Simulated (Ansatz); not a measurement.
Single-point calculation of W3S8 (part 1 of 2)

- system: W3S8 (slab, 11 atoms in the cell)
- method: DFT PBE+D3(BJ), scalar-relativistic, plane waves, PAW, spin-polarised (Ansatz 0.2.0)

The structure derives from a Materials Project entry. It belongs to a series of runs on one base structure; here: W vacancy. Figures and captions count atoms from 1; the log counts them from 0 in places.

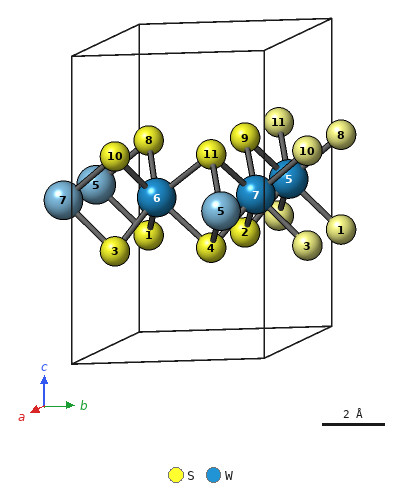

Figure 1. The structure as given in the input (ball-and-stick view of the cell of the calculation, with the vacuum cut short, seen slightly off an axis; neighbours outside the cell are drawn fainter; atoms are numbered from 1 in the order of the input). An atom can appear more than once, as a periodic image.

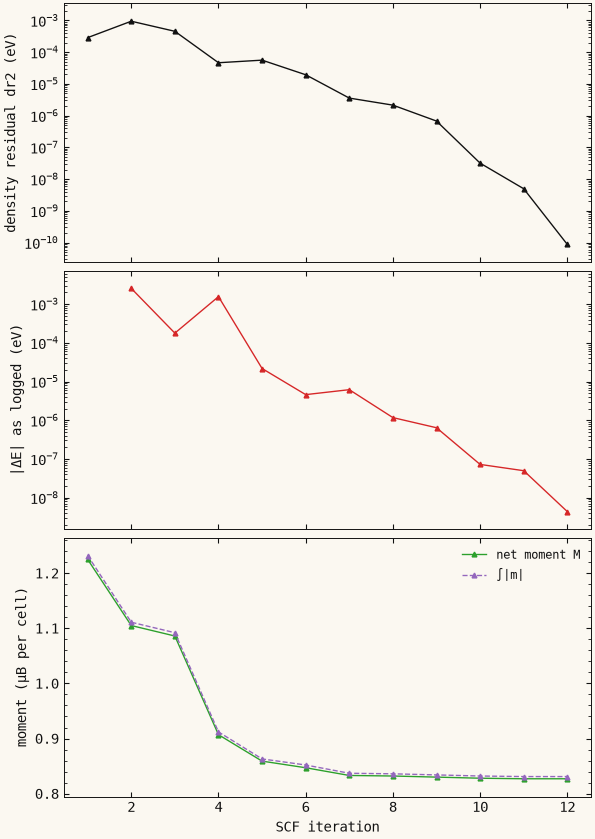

Figure 2. Convergence of the self-consistent field: density residual dr2, size of the energy change and magnetic moment against the SCF iteration. The residual comes down, with one marked jump up, by a factor of about 3, at step 2. The net moment goes from 1.2 to 0.8 μB per cell.

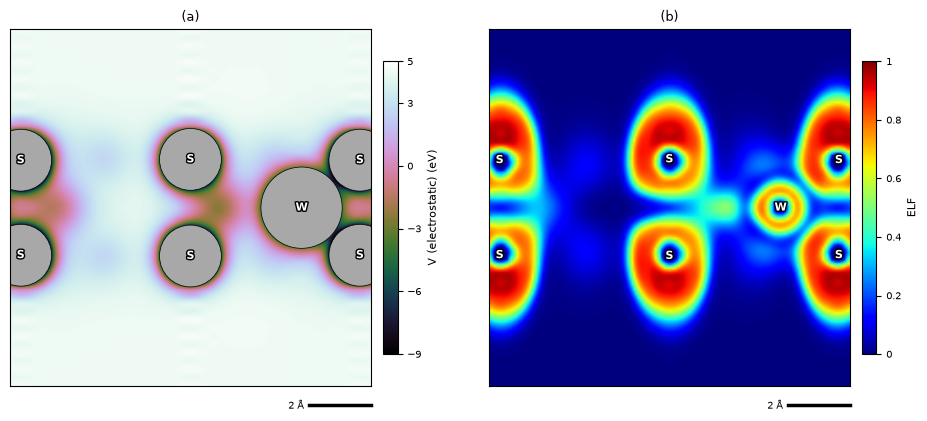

Figure 3. (a) electrostatic potential energy of an electron; (b) electron localisation function on the (110) plane of the calculation cell, a cut from vacuum to vacuum. Grey discs, where drawn, cover atomic cores. The section cuts through S and W sites. W–S (2.43 Å): the ELF is about 0.50 at the midpoint. The strong features right at W lie inside the PAW spheres (semicore, d or f shells) and say nothing about bonding. In a PAW calculation such maps are meaningful between the atoms, not at the nuclei.

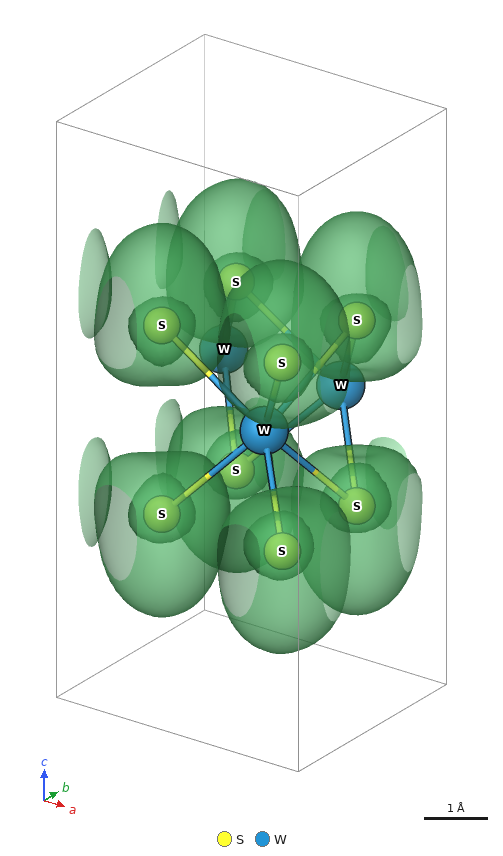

Figure 4. Isosurface of the electron localisation function at 0.7 (green), seen slightly off an axis. Core shells and regions of very low density are left out. Sticks mark near contacts. Values along the shortest contacts: W–S (2.38 Å): the ELF is about 0.50 at the midpoint. W–S (2.43 Å): the ELF is about 0.50 at the midpoint.

These pictures come from the run below.

Input file
```yaml
crystal:
  lattice:
    - [6.3186513212, 5.7e-09, 0.0]
    - [-3.1593256656, 5.472112559, 0.0]
    - [0.0, 0.0, 20.1521344966]
  atoms:
    - { symbol: S, position: [0.333771458, 0.166228542, 0.4226451033], spin: 0.14 }
    - { symbol: S, position: [0.333771458, 0.667542916, 0.4226451033], spin: 0.14 }
    - { symbol: S, position: [0.832457084, 0.166228542, 0.4226451033], spin: 0.14 }
    - { symbol: S, position: [0.8333333333, 0.6666666667, 0.4239176272] }
    - { symbol: W, position: [0.1772435655, 0.8386217828, 0.4999995921] }
    - { symbol: W, position: [0.6613782173, 0.3227564345, 0.4999995921] }
    - { symbol: W, position: [0.6613782173, 0.8386217828, 0.4999995921] }
    - { symbol: S, position: [0.3337723101, 0.1662276899, 0.5773546158], spin: 0.14 }
    - { symbol: S, position: [0.3337723101, 0.6675446202, 0.5773546158], spin: 0.14 }
    - { symbol: S, position: [0.8324553798, 0.1662276899, 0.5773546158], spin: 0.14 }
    - { symbol: S, position: [0.8333333333, 0.6666666667, 0.5760817292] }
basis:
  ecutwfc: 420.0
  fft_grid_basis: typed
kpoints:
  mp_grid: { grid: [12, 12, 1] }
hamiltonian:
  xc: pbe
  dispersion: d3bj
  pseudopotentials: { kind: paw }
scf:
  occupations: { method: gaussian, width: 0.05 }
output:
  forces: true
  eigenvalues: true
  populations: true
  band_densities:
    - { e_range: [-2.0, -1.0] }
    - { e_range: [-1.0, -0.5] }
    - { e_range: [-0.5, -0.25] }
    - { e_range: [-0.25, 0.0] }
    - { e_range: [0.0, 0.25] }
    - { e_range: [0.25, 0.5] }
    - { e_range: [0.5, 1.0] }
    - { e_range: [1.0, 1.5] }
  band_residual_tolerance: 1.0e-05
  write_potential: true
  elf: true
  write_density: true
  volumetric_format: npy
efield:
  axis: 3
  dipole_correction: true
  ramp_width: 0.04
magnetization:
  spin_polarized: true
checkpoint:
  read: start.run
  write: ck
  compress: false
  write_wavefunctions: false
  write_every: 100000
```

Launch command:
```bash
ansatz run input.yaml --threads 4 --pin off --max-ram 8847MiB --backend cpu --events-out ev --progress --plain --runs-dir out
```

Log
```
Warning: checkpoint.read: spin seed differs: saved 57ee7ea8b301…, current 757c07fe4a86…; the loaded state replaces the seed-built initial guess (but the starting_ns of a DFT+U solve that opens without the state's occupation matrices), so the run may converge into the producing seed's basin, or, where the symmetry group that follows from this deck's starting moments and starting_ns does not hold the saved magnetisation, lose that magnetisation at its first build. Where atoms have moved since the state was saved, this difference can also decide whether moments are moved with them. A self-consistent run of this deck without the state starts from its starting moments and, under a DFT+U term, its starting_ns
Engine: ansatz 0.2.0, aarch64-unknown-linux-gnu
Pseudopotentials: kind: paw
Pseudopotential: S, paw, valence charge 6, recommended cutoff 420 eV (normal), S.paw.azcp
Pseudopotential: W, paw, valence charge 14, recommended cutoff 420 eV (normal), W.paw.azcp
Functional definition: PBE
  parameter kappa = 0.804
  parameter beta = 0.06672455060314922
  exchange = pbe_x(kappa = kappa, mu = beta*pi^2/3)
  correlation = pbe_c(beta = beta)
Crystal: 11 atoms, lattice volume = 696.788 Å³
Basis set: ecut = 420 eV, 13603 PW (Γ), exchange–correlation on 90×90×270 points (8 copies of the dense FFT grid, shifted against one another)
Bands: 57, of which v1, the nominal top of the filled ones, is band 45 counted from 1 (44 counted from 0)
Symmetry: 6 space group operations
k-points: 19 of 144 (time reversal used)
Non-local potential: S, projectors of the file, l = 0: 2, l = 1: 2, l = 2: 2
Non-local potential: W, projectors of the file, l = 0: 3, l = 1: 2, l = 2: 2, l = 3: 1
PAW form: soft (Blöchl's): semilocal exchange-correlation on the pseudo side does not see the compensation charge
PAW one-centre angular grid: S, 110 points (default); XC on 64 Gauss nodes
PAW one-centre angular grid: W, 590 points (default); XC on 64 Gauss nodes
Initial density: read from a saved state, or passed on in memory by an earlier SCF of this step, an earlier step, the calling program or the single point that the run made first
Stability of the state it starts from, as read at its close in the collinear treatment: not read, because the mixer in use, unlike msr1, does not test its closes by its own steps (another_mixer); its run was given moments
Starting moments: Σ|m| = 0.84 μB on 6 of 11 sites; this step starts from the density that it was given
Initial wavefunctions: pseudopotential atomic-orbital guess
Functional: x = pbe(κ = 0.804, μ = 0.2195149727645171), c = pbe(β = 0.06672455060314922)
iter 1 solved again at ethr=1.46e-6 eV; its pass at ethr=3.10e-3 eV (dr2=1.31e-3 eV) is discarded
```
